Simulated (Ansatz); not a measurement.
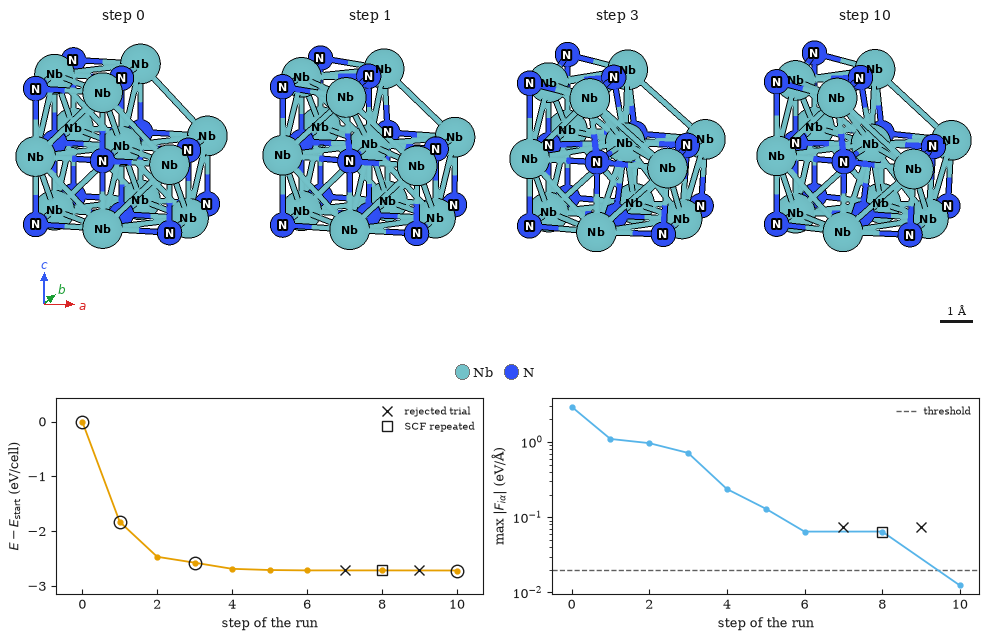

Frames of a constrained relaxation of a slab of composition NbN (cut from the Fm-3m phase), marked on the history of the run. A ball-and-stick model of the atoms within 4.2 Å of the atom that moves most (axes of the 1 × 2 repeat of the cell, outlined in the plane, without the vacuum (origin shifted)), seen slightly off an axis.

Case: stripe over 1.5 of 3 cells, two steps. 12 atoms are held fixed.

All numbers below come from Ansatz, DFT PBE, scalar-relativistic, plane waves, PAW. (plane-wave cutoff 420 eV; k-point mesh 3 × 8 × 1; occupations gaussian; smearing width 0.1 eV; no spin polarisation; dipole correction; atoms relaxed in a fixed cell; force threshold 0.02 eV/Å; at most 45 steps)

Describe the path.

Answer. Over 7 accepted moves (10 points after the start) the energy falls by 2.716 eV per cell of the calculation. The largest force component goes from 2.9 to 0.012 eV/Å. The line search rejected the trial steps at points 7, 9 of the run. 1 step only repeated the SCF at the same geometry. The largest moves, 0.30 Å, are those of Nb atoms. Largest moves by element: Nb 0.30 Å, N 0.22 Å. The cell stays as it was. Some distances before and after: Nb–Nb 3.127 → 3.459 Å, Nb–Nb 3.127 → 2.826 Å, N–Nb 2.211 → 2.495 Å, Nb–Nb 3.127 → 3.332 Å. Among the angles between lasting bonds that change: Nb–N–Nb 180.0° → 167.1°, Nb–N–Nb 90.0° → 85.4°, Nb–N–Nb 90.0° → 85.8°. From step 0 to 1: Nb atoms move most (0.20 Å), energy −1.829 eV per cell of the calculation. From step 1 to 3: Nb atoms move most (0.29 Å), energy −0.745 eV per cell of the calculation. From step 3 to 10: a Nb atom moves most (0.10 Å), energy −0.143 eV per cell of the calculation.

| step | E − E(0), meV/atom | largest force component, eV/Å | note |
| --- | --- | --- | --- |
| 0 | 0.00 | 2.9377 |  |
| 1 | -43.55 | 1.0946 |  |
| 2 | -58.72 | 0.9630 |  |
| 3 | -61.28 | 0.7142 |  |
| 4 | -63.94 | 0.2367 |  |
| 5 | -64.46 | 0.1297 |  |
| 6 | -64.62 | 0.0643 |  |
| 7 | -64.62 | 0.0740 | rejected |
| 8 | -64.62 | 0.0644 | same geometry, SCF repeated |
| 9 | -64.62 | 0.0739 | rejected |
| 10 | -64.67 | 0.0124 |  |
